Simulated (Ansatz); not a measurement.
## Geometry relaxation of GaN (part 2 of 2)

Continued. System: GaN (P6₃mc, 4 atoms in the cell). Method: DFT PBE+D3(BJ), scalar-relativistic, plane waves, PAW, no spin polarisation (Ansatz 0.2.0); cutoff 420 eV, 12×12×6 k-mesh, Gaussian smearing of 0.02 eV. The structure derives from an entry of the Crystallography Open Database.

Geometry of the input (Å; fractional positions):
```
3.1800  0.0000  0.0000
-1.5900  2.7540  0.0000
0.0000  0.0000  5.1660
Ga 0.3333  0.6667  0.0000
Ga 0.6667  0.3333  0.5000
N  0.3333  0.6667  0.3750
N  0.6667  0.3333  0.8750
```

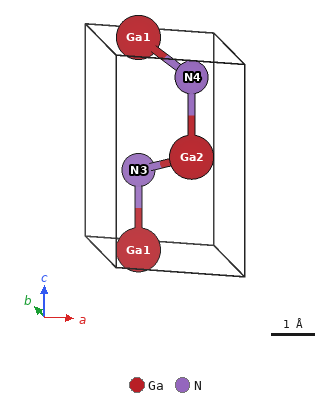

**Figure 1.** The geometry at step 3 of the log (ball-and-stick view of the cell of the calculation, seen slightly off an axis; atoms are numbered from 1 in the order of the input).

What the program printed, continued:
```
SCF iter   1: F=—  HF=-8336.834382 eV  |F-HF|=—  |Δ(HF+E_count)|=         —  Δρ=1.11e-4  dr2=6.05e-6  ethr=1.66e-8  ⟨swp⟩=2.4  Hψ=8120  notcnv=0
preconditioner: auto → Resta (q_TF=auto, 2.618 Å⁻¹)  ε∞=4.9  [insulator: Δε(μ)=1.843 eV  Ē_g=16.521 eV  σ=0.020 eV  W_gap=1.00  n_scr=22 (ndim 8)  ℏωp=32.8 eV  f_vac=0.010  D(μ)=0.00/eV (n_scr^D=0)  ε∞_Penn≈4.9]
SCF iter   2: F=—  HF=-8336.834383 eV  |F-HF|=—  |Δ(HF+E_count)|=   1.01e-6  Δρ=2.75e-5  dr2=3.05e-7  ethr=1.66e-8  ⟨swp⟩=2.0  Hψ=2128  notcnv=0
SCF iter   3: F=—  HF=-8336.834383 eV  |F-HF|=—  |Δ(HF+E_count)|=   5.35e-9  Δρ=1.50e-5  dr2=8.79e-8  ethr=7.51e-11  ⟨swp⟩=4.0  Hψ=6047  notcnv=0
SCF iter   4: F=-8336.834383 eV  HF=-8336.834383 eV  |F-HF|=6.74e-9  |Δ(HF+E_count)|=   2.83e-8  Δρ=3.55e-6  dr2=5.47e-9  ethr=7.51e-11  ⟨swp⟩=4.2  Hψ=6239  notcnv=0
SCF 6 converged in 4 iterations: F = -8336.834383 eV  dr2 = 5.47e-9
relax step   6: F+E_penalty+E_count = -8336.83438340 eV  Δ(F+E_penalty+E_count) = +7.144e-5 eV  max|allowed force component| = 6.563e-6 eV/Å  Δτ_max = 0.0001 Å  P = +0.002 GPa  Ω = 46.091 Å³  energy of the carried Pulay correction = -8.043e-5 eV  (4 SCF iters, dr2 threshold 2.70e-8 eV, accepted)
iter 1 solved again at ethr=2.17e-8 eV; its pass at ethr=3.10e-3 eV (dr2=7.81e-6 eV) is discarded
SCF iter   1: F=—  HF=-8336.834469 eV  |F-HF|=—  |Δ(HF+E_count)|=         —  Δρ=4.77e-6  dr2=5.72e-9  ethr=2.17e-8  ⟨swp⟩=3.1  Hψ=11927  notcnv=0
SCF iter   2: F=—  HF=-8336.834475 eV  |F-HF|=—  |Δ(HF+E_count)|=   6.42e-6  Δρ=3.04e-6  dr2=2.45e-9  ethr=1.59e-11  ⟨swp⟩=2.0  Hψ=3058  notcnv=0
SCF iter   3: F=—  HF=-8336.834475 eV  |F-HF|=—  |Δ(HF+E_count)|=   1.18e-9  Δρ=1.72e-6  dr2=9.46e-10  ethr=6.79e-12  ⟨swp⟩=3.0  Hψ=3460  notcnv=0
SCF iter   4: F=—  HF=-8336.834475 eV  |F-HF|=—  |Δ(HF+E_count)|=  9.93e-10  Δρ=8.07e-7  dr2=2.05e-10  ethr=2.63e-12  ⟨swp⟩=2.1  Hψ=2055  notcnv=0
SCF iter   5: F=-8336.834475 eV  HF=-8336.834475 eV  |F-HF|=1.46e-11  |Δ(HF+E_count)|=  2.84e-10  Δρ=1.87e-7  dr2=1.43e-11  ethr=1.00e-12  ⟨swp⟩=2.9  Hψ=6646  notcnv=0
SCF 7 converged in 5 iterations: F = -8336.834475 eV  dr2 = 1.43e-11
relax step   7: F+E_penalty+E_count = -8336.83447516 eV  Δ(F+E_penalty+E_count) = -9.176e-5 eV  max|allowed force component| = 2.997e-5 eV/Å  Δτ_max = 0.0000 Å  P = +0.003 GPa  Ω = 46.091 Å³  stress off target by 4.52e-3 GPa  SCF on the basis re-selected at this cell (its energy is not comparable with the rows above)  (5 SCF iters)
```

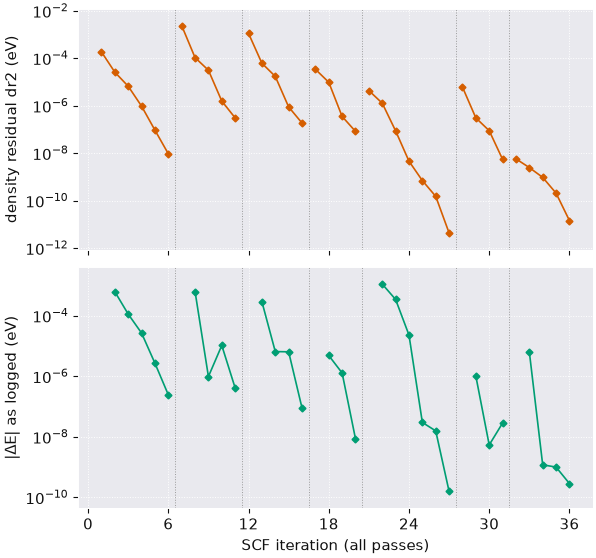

**Figure 2.** Convergence of the self-consistent field: density residual dr2 and size of the energy change against the SCF iteration. The dotted lines part the SCF passes of the relaxation: geometry steps, rejected trials and re-solves on a re-selected basis. The 7 passes take 4 to 7 iterations each, 36 in all.

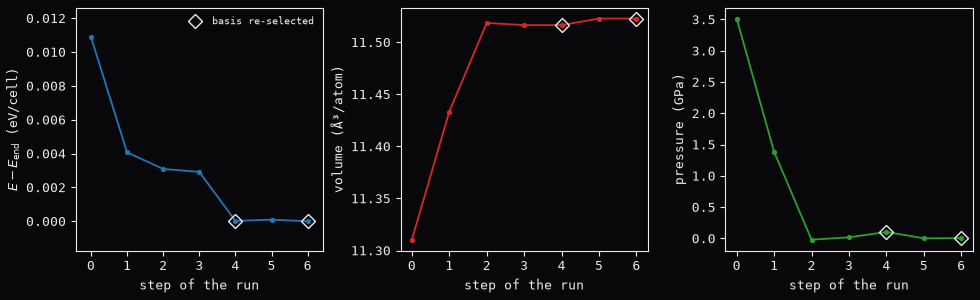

**Figure 3.** Progress of the relaxation, step by step (the first geometry is step 0 here and step 1 in the log).

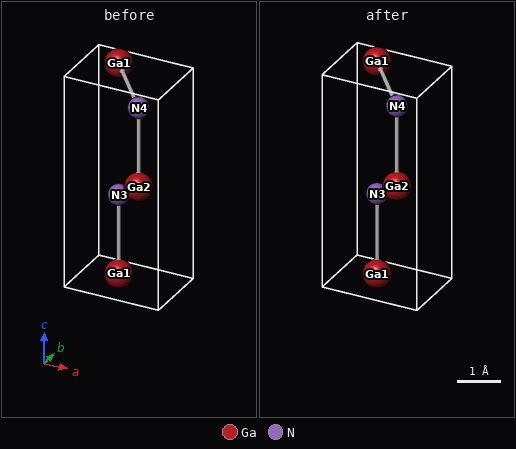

**Figure 4.** Before (left) and after (right) the relaxation, at one scale (ball-and-stick view of the cell of the calculation, seen slightly off an axis). The energy falls by 10.8 meV per cell of the calculation in 4 geometry steps. Largest force component: 0.14 eV/Å at the start, under 0.0001 eV/Å at the end. Pressure: 3.51 GPa at the start and 0.00 GPa at the end. The basis was re-selected once at an unchanged geometry, which shifts the energy a little without any move. The largest moves relative to the cell, 0.004 Å, are those of Ga1, Ga2, N3 and N4. Largest moves by element: N 0.004 Å, Ga 0.004 Å. Cell: a = b 3.180 → 3.197 Å (+0.5 %), c 5.166 → 5.209 Å (+0.8 %). Volume +1.9 %. Distances before and after: Ga1–N3 1.937 → 1.962 Å, Ga1–N4 1.946 → 1.954 Å. The space group stays P6_3mc (No. 186). The energy change given includes the shifts at the re-selections in mid-walk, which come without any move. A last SCF at the same geometry on a re-selected plane-wave basis shifts the energy by −0.1 meV per cell of the calculation. (Atoms are counted from 1 in the order of the input.)

```
basis re-selected at this cell: Δ(F+E_penalty+E_count) = -9.176e-5 eV, ΔP = +0.001 GPa vs the last step (what re-selecting the basis moved, of the pressure what is left beyond the Pulay correction that the steps carried, after the strain that the cell walked since its last selection, with what the two solves' SCF thresholds leave and, on support functions, any second-order correction that the steps lacked; it is no measure of the basis error at this ecutwfc). This SCF's stress stands 4.52e-3 GPa from its target on what of the cell is left free (relax.cell.stress_tol is 5.00e-2 GPa) and its largest allowed force component is 3.00e-5 eV/Å (relax.f_tol is 5.00e-3 eV/Å): within both
SCF converged after 5 iterations
Free energy (F): -8336.834475 eV
Harris-Foulkes:  -8336.834475 eV  (|F-HF|=1.46e-11)
Internal energy: -8336.834475 eV  (E = F + TS)
E sigma→0 (E₀):  -8336.834475 eV
Fermi energy:    10.485304 eV
--- Per-component energies (eV) ---
  E_band       = -14.388995
  E_kinetic    = 493.839391
  E_local      = -3918.077381  (includes V_loc(G=0)·N_el)
  E_nonlocal   = 948.787115
  E_hartree    = 1802.077869
  E_xc         = -257.409736
  E_vxc        = -268.034753  (∫ρ·V_xc dr)
  E_paw        = -4240.859358  (= ΣΔE_a)
  E_vpaw       = -875.059292  (= ΣTr[D̂ρ^β])
  E_aug_tail   = 0.000103  (compensation charges beyond the density's cutoff)
  E_ewald      = -3164.184972
  E_disp       = -1.007508  (pairwise vdW)
  E_smearing   = -0.000000  (= −TS)
  E_closure    = 0.000000  (closes the sum)
  Σ components = -8336.834475   (vs F -8336.834475, Δ=0.00e0)
--- Forces (eV/Å), atoms counted from 1 ---
  atom   1  Ga     0.00000000     0.00000000     0.00002952
  atom   2  Ga    -0.00000000    -0.00000000     0.00002952
  atom   3  N      0.00000000     0.00000000    -0.00003042
  atom   4  N      0.00000000    -0.00000000    -0.00003042
  max |Σ_I F_I| component: 1.79e-6 eV/Å
--- Stress (GPa, compression-positive) ---
        0.002613       0.000000       0.000000
        0.000000       0.002613      -0.000000
        0.000000      -0.000000       0.004521
  P = ⅓ Tr σ = 0.0032 GPa (0.032 kbar)
--- Band table (eV; the first three rows and the last of 76) ---
  k-point 0: bands = ["-6.3394", "-5.4707", "-3.9160", "-3.9012", "-3.9012", "-3.8422", "-3.8422", "-3.6572", "-3.6572", "-3.5625", "-3.5625", "-2.3127", "2.5701", "8.5433", "8.5433", "9.5223", "9.5635", "9.5635", "11.4069", "13.7634", "18.6977", "19.4165"]
  k-point 1: bands = ["-6.2609", "-5.4990", "-3.8998", "-3.8998", "-3.8923", "-3.8485", "-3.8485", "-3.6485", "-3.6485", "-3.5667", "-3.5667", "-2.5848", "3.0619", "8.6082", "8.6082", "8.7061", "9.4919", "9.4919", "12.0984", "13.8174", "18.5058", "19.4493"]
  k-point 2: bands = ["-6.0529", "-5.6005", "-3.8938", "-3.8938", "-3.8639", "-3.8639", "-3.7959", "-3.6267", "-3.6267", "-3.5797", "-3.5797", "-3.1181", "4.2484", "7.2764", "8.7890", "8.7890", "9.2989", "9.2989", "13.0954", "13.9033", "18.1099", "18.5454"]
  k-point 75: bands = ["-5.3084", "-5.3084", "-3.7847", "-3.7847", "-3.7698", "-3.7698", "-3.6369", "-3.6369", "-3.6135", "-3.6135", "-1.8706", "-1.8706", "3.4478", "3.4478", "5.4232", "5.4232", "8.1037", "8.1037", "15.9156", "15.9156", "16.8615", "16.8615"]
--- Relaxed structure (5 steps of the walk, 5 accepted, 2 SCFs on fresh bases) ---
  F+E_penalty+E_count = -8336.83447516 eV   max|allowed force component| = 2.997e-5 eV/Å   (the final SCF, on the basis selected at the relaxed cell)
  cell:  # Å, volume = 46.0910 Å³
    - [3.196563020550696, 2.9017861668888277e-11, -2.3741298325631746e-18]
    - [-1.5982815103004784, 2.7683047805803125, 9.572021199801993e-19]
    - [-3.856841517122226e-18, -4.311867254803357e-19, 5.208571030010253]
  atoms:
    - { symbol: Ga, position: [0.33333333333333337, 0.6666666666666667, -0.000811033234138338] }
    - { symbol: Ga, position: [0.6666666666666666, 0.33333333333333337, 0.4991889667658617] }
    - { symbol: N, position: [0.33333333333333337, 0.6666666666666667, 0.37581103323413834] }
    - { symbol: N, position: [0.6666666666666666, 0.33333333333333337, 0.8758110332341384] }
```

Trajectory as extended XYZ (Å, eV, eV/Å), 7 frames, from step=1 to step=7:
```
4
Lattice="3.1800 0.0000 0.0000 -1.5900 2.7540 0.0000 0.0000 0.0000 5.1660" Properties=species:S:1:pos:R:3:forces:R:3 step=1 energy=-8336.82359 pressure_GPa=3.51
Ga    0.0000    1.8360    0.0000    0.0000   0.0000  -0.1362
Ga    1.5900    0.9180    2.5830    0.0000   0.0000  -0.1362
N     0.0000    1.8360    1.9372    0.0000   0.0000   0.1362
N     1.5900    0.9180    4.5202    0.0000   0.0000   0.1362
4
Lattice="3.1886 0.0000 0.0000 -1.5943 2.7614 0.0000 0.0000 0.0000 5.1941" Properties=species:S:1:pos:R:3:forces:R:3 step=2 energy=-8336.83041 pressure_GPa=1.38
Ga    0.0000    1.8409   -0.0003    0.0000   0.0000  -0.0966
Ga    1.5943    0.9205    2.5968    0.0000   0.0000  -0.0966
N     0.0000    1.8409    1.9480    0.0000   0.0000   0.0966
N     1.5943    0.9205    4.5451    0.0000   0.0000   0.0966
4
Lattice="3.1963 0.0000 0.0000 -1.5982 2.7681 0.0000 0.0000 0.0000 5.2074" Properties=species:S:1:pos:R:3:forces:R:3 step=3 energy=-8336.83138 pressure_GPa=-0.02
Ga    0.0000    1.8454   -0.0025    0.0000   0.0000  -0.0419
Ga    1.5982    0.9227    2.6013    0.0000   0.0000  -0.0419
N     0.0000    1.8454    1.9553    0.0000   0.0000   0.0420
N     1.5982    0.9227    4.5590    0.0000   0.0000   0.0420
4
Lattice="3.1960 0.0000 0.0000 -1.5980 2.7679 0.0000 0.0000 0.0000 5.2074" Properties=species:S:1:pos:R:3:forces:R:3 step=4 energy=-8336.83156 pressure_GPa=0.02
Ga    0.0000    1.8452   -0.0044    0.0000   0.0000   0.0031
Ga    1.5980    0.9226    2.5993    0.0000   0.0000   0.0031
N     0.0000    1.8452    1.9571    0.0000   0.0000  -0.0029
N     1.5980    0.9226    4.5608    0.0000   0.0000  -0.0029
4
Lattice="3.1960 0.0000 0.0000 -1.5980 2.7679 0.0000 0.0000 0.0000 5.2074" Properties=species:S:1:pos:R:3:forces:R:3 step=5 energy=-8336.83446 pressure_GPa=0.10
Ga    0.0000    1.8452   -0.0044    0.0000   0.0000   0.0027
Ga    1.5980    0.9226    2.5993    0.0000   0.0000   0.0027
N     0.0000    1.8452    1.9571    0.0000   0.0000  -0.0027
N     1.5980    0.9226    4.5608    0.0000   0.0000  -0.0027
4
Lattice="3.1966 0.0000 0.0000 -1.5983 2.7683 0.0000 0.0000 0.0000 5.2086" Properties=species:S:1:pos:R:3:forces:R:3 step=6 energy=-8336.83438 pressure_GPa=0.00
Ga    0.0000    1.8455   -0.0042    0.0000   0.0000   0.0000
Ga    1.5983    0.9228    2.6001    0.0000   0.0000   0.0000
N     0.0000    1.8455    1.9574    0.0000   0.0000   0.0000
N     1.5983    0.9228    4.5617    0.0000   0.0000   0.0000
4
Lattice="3.1966 0.0000 0.0000 -1.5983 2.7683 0.0000 0.0000 0.0000 5.2086" Properties=species:S:1:pos:R:3:forces:R:3 step=7 energy=-8336.83447 pressure_GPa=0.00
Ga    0.0000    1.8455   -0.0042    0.0000   0.0000   0.0000
Ga    1.5983    0.9228    2.6001    0.0000   0.0000   0.0000
N     0.0000    1.8455    1.9574    0.0000   0.0000   0.0000
N     1.5983    0.9228    4.5617    0.0000   0.0000   0.0000
```
